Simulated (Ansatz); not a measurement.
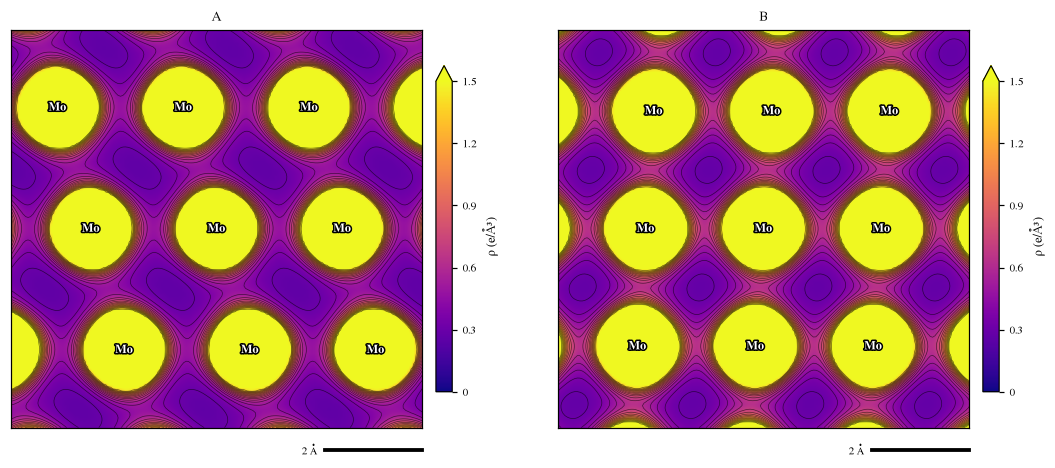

Mo. The valence charge density (pseudo) of two cells that differ in size and shape, on the (100) plane of each (indices in the axes of the calculation cell), at one length scale and on one colour scale; one has 14.1 and the other 14.9 Å³ an atom.

Theory: DFT PBE, scalar-relativistic, plane waves, PAW (Ansatz).

Q: Which is the denser cell? Describe the effect of the change.

A: Panel B is the smaller cell, by 6 % in volume. From the larger cell to the smaller, Mo–Mo goes from 2.58 to 2.42 Å, and the density at its midpoint from 0.48 to 0.64 e/Å³; the pressure goes from 22 to 64 GPa.

PAW datasets: the set soft_1.
